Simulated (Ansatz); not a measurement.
The calculation's input:

```
crystal:
  lattice:
    - [6.374129, 0.0, 0.0]
    - [0.0, 6.374129, 0.0]
    - [0.0, 0.0, 6.374129]
  atoms:
    - { symbol: Zn, position: [0.5, 0.5, 0.0] }
    - { symbol: Zn, position: [0.5, 0.0, 0.5] }
    - { symbol: Zn, position: [0.0, 0.5, 0.5] }
    - { symbol: Zn, position: [0.0, 0.0, 0.0] }
    - { symbol: Se, position: [0.108523, 0.891477, 0.391477] }
    - { symbol: Se, position: [0.891477, 0.391477, 0.108523] }
    - { symbol: Se, position: [0.391477, 0.108523, 0.891477] }
    - { symbol: Se, position: [0.608523, 0.608523, 0.608523] }
    - { symbol: Se, position: [0.891477, 0.108523, 0.608523] }
    - { symbol: Se, position: [0.108523, 0.608523, 0.891477] }
    - { symbol: Se, position: [0.608523, 0.891477, 0.108523] }
    - { symbol: Se, position: [0.391477, 0.391477, 0.391477] }
basis:
  ecutwfc: 500
  fft_grid_basis: typed
kpoints:
  mp_grid: { grid: [4, 4, 4] }
hamiltonian:
  xc: r2scan
  pseudopotentials: { kind: paw }
scf:
  occupations: { method: gaussian, width: 0.05 }
  n_extra_bands: 12
output:
  forces: true
  stress: false
  eigenvalues: true
  bader: false
  write_density: false
  volumetric_format: npy
  band_densities:
    - { e_range: [-1.18, -0.57] }
    - { e_range: [0.57, 1.18] }
    - { e_range: [-6.59, -4.57] }
    - { e_range: [-4.57, -2.57] }
    - { e_range: [-6.6, -0.55] }
    - { e_range: [-7.87, -7.44] }
    - { e_range: [-13.09, -12.39] }
  dos:
    e_range: [-30, 8]
    de: 0.02
    method: { smearing: { sigma: 0.03, scheme: gaussian } }
    projected: { site_lists: { Se: [Se], Zn: [Zn] } }
checkpoint:
  read: start.run
  write: ck
  compress: false
  write_wavefunctions: false
  write_every: 100000
```

Launched as:

```sh
ansatz run input.yaml --threads 2 --pin off --max-ram 4096MiB --backend cpu --events-out ev --progress --plain --runs-dir out
```

The picture shows the conventional cell (a = 6.37 Å, b = 6.37 Å, c = 6.37 Å, α = 90.00°, β = 90.00°, γ = 90.00°).

Space group Pa-3; the calculation finds a residual pressure of about −2 GPa at this fixed cell. The cell comes from a database of computed structures, not from a measurement.

Theory: DFT r2SCAN, scalar-relativistic, plane waves, PAW (Ansatz).

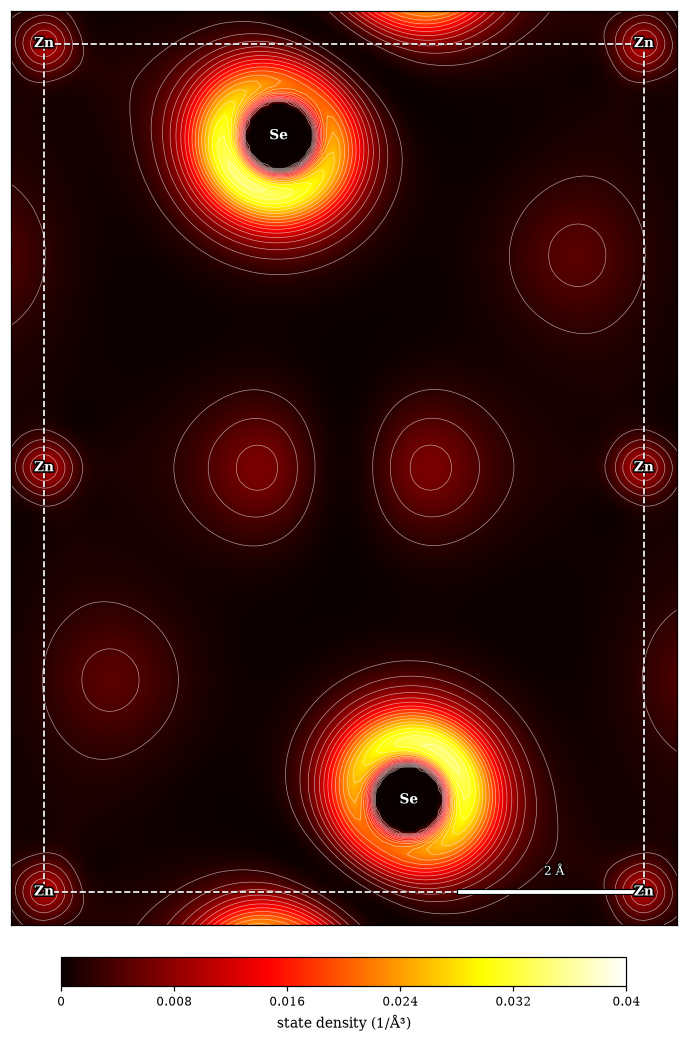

ZnSe$_{2}$. Density of the Kohn–Sham states from −12.5 to −11.8 eV about the valence-band maximum (a separate group of bands), scaled to one electron a cell: a map on the (011) plane of the conventional cell.

In a PAW calculation such maps are meaningful between the atoms, not at the nuclei.

**Which atoms and orbitals make up these states?**

Projected on a minimal set of atomic orbitals (Löwdin), they are Se 4s (90 %).
In space (atomic cells sized by Bader volumes) the density divides as Se about 95 % and Zn little.
It nearly vanishes midway along the shortest Se–Se contact.
The group holds 8 electrons when full, in the cell of the calculation (12 atoms).
